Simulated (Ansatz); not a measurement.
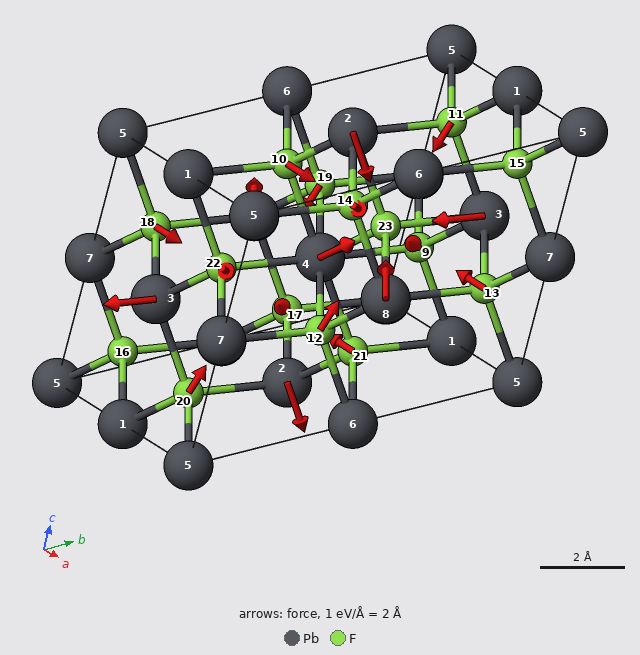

Starting geometry of a defect cell of composition Pb₈F₁₅ (cell charge +1) with the computed forces as red arrows. The picture is a ball-and-stick view of the cell of the calculation, seen slightly off an axis.

Case: F vacancy, atoms relaxed.

These are results of Ansatz, DFT PBEsol, scalar-relativistic, plane waves, PAW, not measurements. (plane-wave cutoff 420 eV; k-point mesh 4 × 4 × 4; occupations gaussian; smearing width 0.05 eV; no spin polarisation; atoms relaxed in a fixed cell; force threshold 0.02 eV/Å; at most 50 steps)

What follows when this structure is relaxed?

It isn't relaxed: the largest force vector, on Pb atoms, is 0.69 eV/Å. The atoms end up moving mostly along the starting forces (cosine between the two patterns 0.97). The largest moves, 0.082 Å, are those of F9, F10, F11, F12, F13 and F14. F10 goes along [1 1 −1]. Largest moves by element: F 0.082 Å, Pb 0.077 Å. The cell doesn't change. Some distances before and after: Pb2–F10 2.554 → 2.481 Å, Pb1–F10 2.554 → 2.604 Å, Pb1–F20 2.554 → 2.592 Å, Pb2–F17 2.554 → 2.544 Å. Bond angles that change, for instance: Pb2–F21–Pb4 109.5° → 115.2°. After 3 accepted moves (4 points after the start) the energy has fallen by 0.301 eV per cell of the calculation. The largest force component goes from 0.43 to 0.0035 eV/Å. The line search rejected the trial step at point 1 of the run.

Limits of the set-up: the periodic images lie only 8.3 Å apart, so the values are limited by the cell's size; the cell is charged, on a uniform background, and energies carry no finite-size correction.
